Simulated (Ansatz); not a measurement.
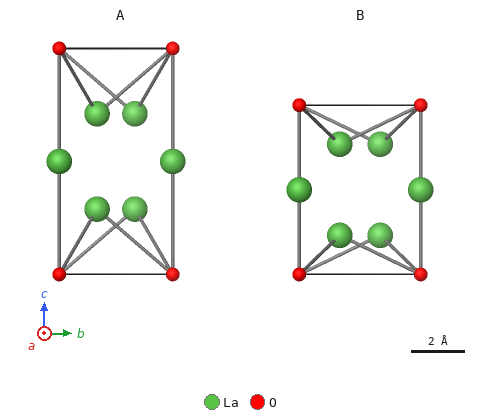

Two geometries of crystalline La$_{5}$O (a generated structure, set up in P6/mmm) (coarse preliminary run), drawn at one scale. One is the start of a relaxation, the other its converged end. The picture is a ball-and-stick view of the cell of the calculation, seen along the a axis.

These are results of DFT PBE, scalar-relativistic, plane waves, PAW (Ansatz 0.2.0), not measurements. Settings: plane-wave cutoff 420 eV; k-point mesh 6 × 6 × 2; occupations gaussian; smearing width 0.1 eV; no spin polarisation; cell and atoms relaxed; force threshold 0.04 eV/Å; at most 70 steps.

Which one is relaxed?

Answer. Structure B is the relaxed one. The energy falls by 509 meV per atom in 7 accepted moves (8 points after the start). Largest force component: 1.1 eV/Å at the start, 0.028 eV/Å at the end. The pressure goes from 2.45 to 0.32 GPa. The SCF was repeated once at an unchanged geometry on a basis and grid sized afresh for the cell, which shifted the energy by 1.7 meV per atom at most. The largest moves relative to the cell, 0.38 Å, are those of La atoms. O stays in place. Cell: a = b 5.033 → 5.389 Å (+7.1 %), c 8.683 → 6.505 Å (−25.1 %). Volume −14.1 %. Some distances before and after: La–La 5.017 → 3.003 Å, La–O 4.342 → 3.252 Å, La–O 3.839 → 3.455 Å, La–La 2.906 → 3.111 Å. The space group stays P6/mmm (No. 191). Cost: 3.1 min on 1 thread of Intel(R) Xeon(R) Processor @ 2.50GHz (Skylake/Cascade Lake), on a shared host, peak memory 0.51 GiB.
